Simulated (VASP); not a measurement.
**Sb2S3: geometry relaxation (part 2 of 6)**

Continued. System: Sb2S3 (Pnma, 20 atoms in the cell). Method: Kohn-Sham DFT of a periodic cell, LDA, VASP PAW LDA potentials, recommended, no spin polarisation (VASP 6.6.1); cutoff 600 eV, 4×8×4 k-mesh, Gaussian smearing of 0.03 eV. The structure derives from an entry of the Crystallography Open Database.

Geometry of the input (Å; fractional positions):
```
11.3110  0.0000  0.0000
0.0000  3.8389  0.0000
0.0000  0.0000  11.2230
Sb 0.4706  0.2500  0.3260
Sb 0.0294  0.7500  0.8259
Sb 0.9706  0.2500  0.1740
Sb 0.5294  0.7500  0.6741
Sb 0.3506  0.7500  0.0360
Sb 0.1494  0.2500  0.5360
Sb 0.8506  0.7500  0.4640
Sb 0.6494  0.2500  0.9640
S  0.2921  0.2500  0.1918
S  0.2079  0.7500  0.6918
S  0.7921  0.2500  0.3082
S  0.7079  0.7500  0.8082
S  0.5498  0.7500  0.1230
S  0.9502  0.2500  0.6230
S  0.0498  0.7500  0.3770
S  0.4502  0.2500  0.8770
S  0.3751  0.7500  0.4389
S  0.1249  0.2500  0.9389
S  0.8751  0.7500  0.0611
S  0.6249  0.2500  0.5611
```

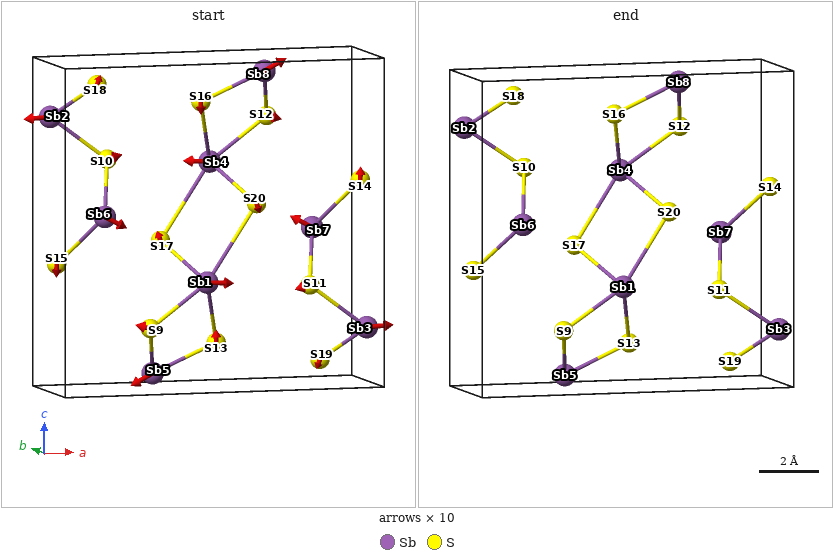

*Before (left) and after (right) the relaxation, at one scale (ball-and-stick view of the cell of the calculation, seen slightly off an axis). The red arrows give the displacements (without the part carried along by the change of the cell), magnified 10 times.*

The largest moves relative to the cell, 0.096 Å, are those of Sb1, Sb2, Sb3 and Sb4. Largest moves by element: Sb 0.096 Å, S 0.056 Å. Cell: a 11.311 → 11.036 Å (−2.4 %), b 3.839 → 3.809 Å (−0.8 %), c 11.223 → 10.795 Å (−3.8 %). Volume −6.9 %. Among the contacts that change: Sb1–S20 3.164 → 2.988 Å, Sb1–S13 3.110 → 2.968 Å, Sb5–S13 2.456 → 2.498 Å, Sb1–S9 2.518 → 2.556 Å. Among the angles that change: Sb3–S15–Sb3 76.2° → 79.8°, S15–Sb3–S15 76.2° → 79.8°, S11–Sb3–S19 87.6° → 84.2°. The space group stays Pnma (No. 62). The energy falls by 0.280 eV per cell of the calculation in 19 geometry steps. Largest force component: 0.17 eV/Å at the start, 0.0088 eV/Å at the end. (Atoms are counted from 1 in the order of the input.)

Parts of OUTCAR:
```
PREC = Accurate
   ENCUT = 600
   EDIFF = 1E-6
   ISMEAR = 0
   LREAL = False
   LASPH = True
   NELM = 80
   ISIF = 3
   GGA = CA
   IBRION = 2
   NSW = 90
   EDIFFG = -0.01

 ion  position               nearest neighbor table
   1  0.471  0.250  0.326-   9 2.52  17 2.54  17 2.54  13 3.11  13 3.11  20 3.16
   2  0.029  0.750  0.826-  10 2.52  18 2.54  18 2.54  14 3.11  14 3.11  19 3.16
   3  0.971  0.250  0.174-  11 2.52  19 2.54  19 2.54  15 3.11  15 3.11  18 3.16
   4  0.529  0.750  0.674-  12 2.52  20 2.54  20 2.54  16 3.11  16 3.11  17 3.16
   5  0.351  0.750  0.036-  13 2.46   9 2.68   9 2.68  16 2.85  16 2.85
   6  0.149  0.250  0.536-  14 2.46  10 2.68  10 2.68  15 2.85  15 2.85
   7  0.851  0.750  0.464-  15 2.46  11 2.68  11 2.68  14 2.85  14 2.85
   8  0.649  0.250  0.964-  16 2.46  12 2.68  12 2.68  13 2.85  13 2.85
   9  0.292  0.250  0.192-   1 2.52   5 2.68   5 2.68
  10  0.208  0.750  0.692-   2 2.52   6 2.68   6 2.68
  11  0.792  0.250  0.308-   3 2.52   7 2.68   7 2.68
  12  0.708  0.750  0.808-   4 2.52   8 2.68   8 2.68
  13  0.550  0.750  0.123-   5 2.46   8 2.85   8 2.85   1 3.11   1 3.11
  14  0.950  0.250  0.623-   6 2.46   7 2.85   7 2.85   2 3.11   2 3.11
  15  0.050  0.750  0.377-   7 2.46   6 2.85   6 2.85   3 3.11   3 3.11
  16  0.450  0.250  0.877-   8 2.46   5 2.85   5 2.85   4 3.11   4 3.11
  17  0.375  0.750  0.439-   1 2.54   1 2.54   4 3.16
  18  0.125  0.250  0.939-   2 2.54   2 2.54   3 3.16
  19  0.875  0.750  0.061-   3 2.54   3 2.54   2 3.16
  20  0.625  0.250  0.561-   4 2.54   4 2.54   1 3.16

  LATTYP: Found a simple orthorhombic cell.
 ALAT       =     3.8389000000
 B/A-ratio  =     2.9234937091
 C/A-ratio  =     2.9464169424

  Lattice vectors:

 A1 = (   0.0000000000,   3.8389000000,   0.0000000000)
 A2 = (   0.0000000000,   0.0000000000,  11.2230000000)
 A3 = (  11.3110000000,   0.0000000000,   0.0000000000)

Analysis of symmetry for initial positions (statically):
=====================================================================
 Subroutine PRICEL returns:
 Original cell was already a primitive cell.

 Routine SETGRP: Setting up the symmetry group for a
 simple orthorhombic supercell.

 Subroutine GETGRP returns: Found  8 space group operations
 (whereof  2 operations were pure point group operations)
 out of a pool of  8 trial point group operations.

The static configuration has the point symmetry S_2 .
 The point group associated with its full space group is D_2h.

Analysis of symmetry for dynamics (positions and initial velocities):
=====================================================================
 Subroutine PRICEL returns:
 Original cell was already a primitive cell.

 Routine SETGRP: Setting up the symmetry group for a
 simple orthorhombic supercell.

 Subroutine GETGRP returns: Found  8 space group operations
 (whereof  2 operations were pure point group operations)
 out of a pool of  8 trial point group operations.

The dynamic configuration has the point symmetry S_2 .
 The point group associated with its full space group is D_2h.

 Subroutine INISYM returns: Found  8 space group operations
 (whereof  2 operations are pure point group operations),
 and found     1 'primitive' translations

----------------------------------------------------------------------------------------

                                     Primitive cell

  volume of cell :     487.3228

  direct lattice vectors                    reciprocal lattice vectors
    11.311000000  0.000000000  0.000000000     0.088409513  0.000000000  0.000000000
     0.000000000  3.838900000  0.000000000     0.000000000  0.260491287  0.000000000
     0.000000000  0.000000000 11.223000000     0.000000000  0.000000000  0.089102735

  length of vectors
    11.311000000  3.838900000 11.223000000     0.088409513  0.260491287  0.089102735

  position of ions in fractional coordinates (direct lattice)
     0.470610000  0.250000000  0.325950000
     0.029390000  0.750000000  0.825950000
     0.970610000  0.250000000  0.174050000
     0.529390000  0.750000000  0.674050000
     0.350590000  0.750000000  0.036020000
     0.149410000  0.250000000  0.536020000
     0.850590000  0.750000000  0.463980000
     0.649410000  0.250000000  0.963980000
     0.292140000  0.250000000  0.191810000
     0.207860000  0.750000000  0.691810000
     0.792140000  0.250000000  0.308190000
     0.707860000  0.750000000  0.808190000
     0.549800000  0.750000000  0.123000000
     0.950200000  0.250000000  0.623000000
     0.049800000  0.750000000  0.377000000
     0.450200000  0.250000000  0.877000000
     0.375100000  0.750000000  0.438900000
     0.124900000  0.250000000  0.938900000
     0.875100000  0.750000000  0.061100000
     0.624900000  0.250000000  0.561100000

  ion indices of the primitive-cell ions
   primitive index   ion index
                 1           1
                 2           2
                 3           3
                 4           4
                 5           5
                 6           6
                 7           7
                 8           8
                 9           9
                10          10
                11          11
                12          12
                13          13
                14          14
                15          15
                16          16
                17          17
                18          18
                19          19
                20          20

----------------------------------------------------------------------------------------

 KPOINTS: Automatic mesh

Automatic generation of k-mesh.
 Grid dimensions read from file:
 generate k-points for:    4    8    4

 Generating k-lattice:

  Cartesian coordinates                     Fractional coordinates (reciprocal lattice)
     0.022102378  0.000000000  0.000000000     0.250000000  0.000000000  0.000000000
     0.000000000  0.032561411  0.000000000     0.000000000  0.125000000  0.000000000
     0.000000000  0.000000000  0.022275684     0.000000000  0.000000000  0.250000000

  Length of vectors
     0.022102378  0.032561411  0.022275684

  Shift w.r.t. Gamma in fractional coordinates (k-lattice)
     0.000000000  0.000000000  0.000000000

 Subroutine IBZKPT returns following result:
 ===========================================

 Found     45 irreducible k-points:

 Following reciprocal coordinates:
            Coordinates               Weight
  0.000000  0.000000  0.000000      1.000000
  0.250000  0.000000  0.000000      2.000000
  0.500000  0.000000  0.000000      1.000000
  0.000000  0.125000  0.000000      2.000000
  0.250000  0.125000  0.000000      4.000000
  0.500000  0.125000  0.000000      2.000000
  0.000000  0.250000  0.000000      2.000000
  0.250000  0.250000  0.000000      4.000000
  0.500000  0.250000  0.000000      2.000000
  0.000000  0.375000  0.000000      2.000000
  0.250000  0.375000  0.000000      4.000000
  0.500000  0.375000  0.000000      2.000000
  0.000000  0.500000  0.000000      1.000000
  0.250000  0.500000  0.000000      2.000000
  0.500000  0.500000  0.000000      1.000000
  0.000000  0.000000  0.250000      2.000000
  0.250000  0.000000  0.250000      4.000000
  0.500000  0.000000  0.250000      2.000000
  0.000000  0.125000  0.250000      4.000000
  0.250000  0.125000  0.250000      8.000000
  0.500000  0.125000  0.250000      4.000000
  0.000000  0.250000  0.250000      4.000000
  0.250000  0.250000  0.250000      8.000000
  0.500000  0.250000  0.250000      4.000000
 [... further k-points ...]
   k-points           NKPTS =     45   k-points in BZ     NKDIM =     45   number of bands    NBANDS=     67
   number of dos      NEDOS =    301   number of ions     NIONS =     20
   total plane-waves  NPLWV = 259200
   dimension x,y,z NGX =    90 NGY =   32 NGZ =   90
   dimension x,y,z NGXF=   180 NGYF=   64 NGZF=  180
   ions per type =               8  12
   NGX,Y,Z   is equivalent  to a cutoff of  13.23, 13.86, 13.33 a.u.
   NGXF,Y,Z  is equivalent  to a cutoff of  26.46, 27.72, 26.66 a.u.
 SYSTEM =  unknown system
   PREC   = accura    normal or accurate (medium, high low for compatibility)
   ISTART =      0    job   : 0-new  1-cont  2-samecut
   ICHARG =      2    charge: 1-file 2-atom 10-const
   ISPIN  =      1    spin polarized calculation?
   LNONCOLLINEAR =      F non collinear calculations
   LSORBIT =      F    spin-orbit coupling
   LASPH  =      T    aspherical Exc in radial PAW
   ENCUT  =  600.0 eV  44.10 Ry    6.64 a.u.  22.59  7.67 22.42*2*pi/ulx,y,z
   NELM   =     80;   NELMIN=  2; NELMDL= -5     # of ELM steps
   EDIFF  = 0.1E-05   stopping-criterion for ELM
   LREAL  =      F    real-space projection
   EDIFFG = -.1E-01   stopping-criterion for IOM
   NSW    =     90    number of steps for IOM
   IBRION =      2    ionic relax: 0-MD 1-quasi-New 2-CG
   NFREE  =      1    steps in history (QN), initial steepest desc. (CG)
   ISIF   =      3    stress and relaxation
   ISYM   =      2    0-nonsym 1-usesym 2-fastsym
   POTIM  = 0.5000    time-step for ionic-motion
   TEBEG  =    0.0;   TEEND  =   0.0 temperature during run
   PSTRESS=    0.0 pullay stress
   NELECT =     112.0000    total number of electrons
   NUPDOWN=      -1.0000    fix difference up-down
   EMIN   =  10.00;   EMAX   =-10.00  energy-range for DOS
   EFERMI =   0.00;   METHOD = LEGACY
   ISMEAR =     0;   SIGMA  =   0.03  broadening in eV -4-tet -1-fermi 0-gaus
   EFERMI_NEDOS =   21; number of points for ismear=-14 and -15
   IALGO  =     38    algorithm
   IMIX   =      4    mixing-type and parameters
     AMIX     =   0.40;   BMIX     =  1.00
     AMIX_MAG =   1.60;   BMIX_MAG =  1.00
  volume/ion in A,a.u.               =      24.37       164.43
  Fermi-wavevector in a.u.,A,eV,Ry     =   1.002787  1.894992 13.681764  1.005581
  Thomas-Fermi vector in A             =   2.135296
   LORBIT       =      0    0 simple, 1 ext, 2 COOP (PROOUT), +10 PAW based schemes
   GGA     = CA    functional components
   LHFCALC =     F    Hartree Fock is set to
   AEXX    =    0.0000 exact exchange contribution
   IVDW    =     0    specifies the selected vdW correction
   LEPSILON=     F    determine dielectric tensor
   LRPA    =     F    only Hartree local field effects (RPA)
 conjugate gradient relaxation of ions
 non-spin polarized calculation
 Gauss-broadening in eV      SIGMA  =   0.03
  energy-cutoff  :      600.00
  volume of cell :      487.32
 maximum number of plane-waves:     16327
   NGX = 45   NGY = 15   NGZ = 45

--------------------------------------- Ionic step        1  -------------------------------------------

 number of electron     111.9999995 magnetization

 Free energy of the ion-electron system (eV)
  ---------------------------------------------------
  ext. energy  EPLUGINS =         0.00000000
  ---------------------------------------------------
  free energy    TOTEN  =      -100.16646223 eV

  energy without entropy =     -100.16646223  energy(sigma->0) =     -100.16646223

------------------------ aborting loop because EDIFF is reached ----------------------------------------

  FORCE on cell =-STRESS in cart. coord.  units (eV):
  Direction    XX          YY          ZZ          XY          YZ          ZX
  --------------------------------------------------------------------------------------
  -------------------------------------------------------------------------------------
  Total       -3.0794091     -6.1659361     -6.8148801      0.0000000      0.0000000      0.0000000
  in kB      -10.1242115    -20.2718246    -22.4053657      0.0000000      0.0000000      0.0000000
  external PRESSURE =     -17.6004673 kB  Pullay stress =       0.0000000 kB

 VOLUME and BASIS-vectors are now :
 -----------------------------------------------------------------------------
  energy-cutoff  :      600.00
  volume of cell :      487.32
      direct lattice vectors                 reciprocal lattice vectors
    11.311000000  0.000000000  0.000000000     0.088409513  0.000000000  0.000000000
     0.000000000  3.838900000  0.000000000     0.000000000  0.260491287  0.000000000
     0.000000000  0.000000000 11.223000000     0.000000000  0.000000000  0.089102735

 POSITION                                       TOTAL-FORCE (eV/Angst)
 -----------------------------------------------------------------------------------
      5.32307      0.95973      3.65814         0.173648      0.000000     -0.085021
      0.33243      2.87918      9.26964        -0.173648      0.000000     -0.085021
     10.97857      0.95973      1.95336         0.173648     -0.000000      0.085021
      5.98793      2.87918      7.56486        -0.173648     -0.000000      0.085021
      3.96552      2.87918      0.40425        -0.062009      0.000000     -0.112339
      1.68998      0.95973      6.01575         0.062009      0.000000     -0.112339
      9.62102      2.87918      5.20725        -0.062009     -0.000000      0.112339
      7.34548      0.95973     10.81875         0.062009     -0.000000      0.112339
      3.30440      0.95973      2.15268        -0.031858     -0.000000     -0.134382
      2.35110      2.87918      7.76418         0.031858     -0.000000     -0.134382
      8.95990      0.95973      3.45882        -0.031858     -0.000000      0.134382
      8.00660      2.87918      9.07032         0.031858     -0.000000      0.134382
      6.21879      2.87918      1.38043         0.133223     -0.000000      0.044026
     10.74771      0.95973      6.99193        -0.133223     -0.000000      0.044026
      0.56329      2.87918      4.23107         0.133223     -0.000000     -0.044026
      5.09221      0.95973      9.84257        -0.133223     -0.000000     -0.044026
      4.24276      2.87918      4.92577        -0.092018      0.000000      0.120038
      1.41274      0.95973     10.53727         0.092018     -0.000000      0.120038
      9.89826      2.87918      0.68573        -0.092018      0.000000     -0.120038
      7.06824      0.95973      6.29723         0.092018      0.000000     -0.120038
 -----------------------------------------------------------------------------------
    total drift:                               -0.000000     -0.000000     -0.000000

  FREE ENERGIE OF THE ION-ELECTRON SYSTEM (eV)
  ---------------------------------------------------
  free  energy   TOTEN  =      -100.1664622321 eV

  energy  without entropy=     -100.1664622321  energy(sigma->0) =     -100.16646223

--------------------------------------- Ionic step        2  -------------------------------------------

 number of electron     111.9999999 magnetization

------------------------ aborting loop because EDIFF is reached ----------------------------------------

  FORCE on cell =-STRESS in cart. coord.  units (eV):
  Direction    XX          YY          ZZ          XY          YZ          ZX
  --------------------------------------------------------------------------------------
  -------------------------------------------------------------------------------------
  Total        2.3473374      3.0503780      1.6039932      0.0000000      0.0000000      0.0000000
  in kB        8.0244176     10.4277753      5.4832814      0.0000000      0.0000000      0.0000000
  external PRESSURE =       7.9784914 kB  Pullay stress =       0.0000000 kB

 VOLUME and BASIS-vectors are now :
 -----------------------------------------------------------------------------
  energy-cutoff  :      600.00
  volume of cell :      468.68
      direct lattice vectors                 reciprocal lattice vectors
    11.226982532  0.000000000  0.000000000     0.089071128  0.000000000  0.000000000
     0.000000000  3.781803824  0.000000000     0.000000000  0.264424081 -0.000000000
     0.000000000  0.000000000 11.038511891     0.000000000  0.000000000  0.090591921

 POSITION                                       TOTAL-FORCE (eV/Angst)
```
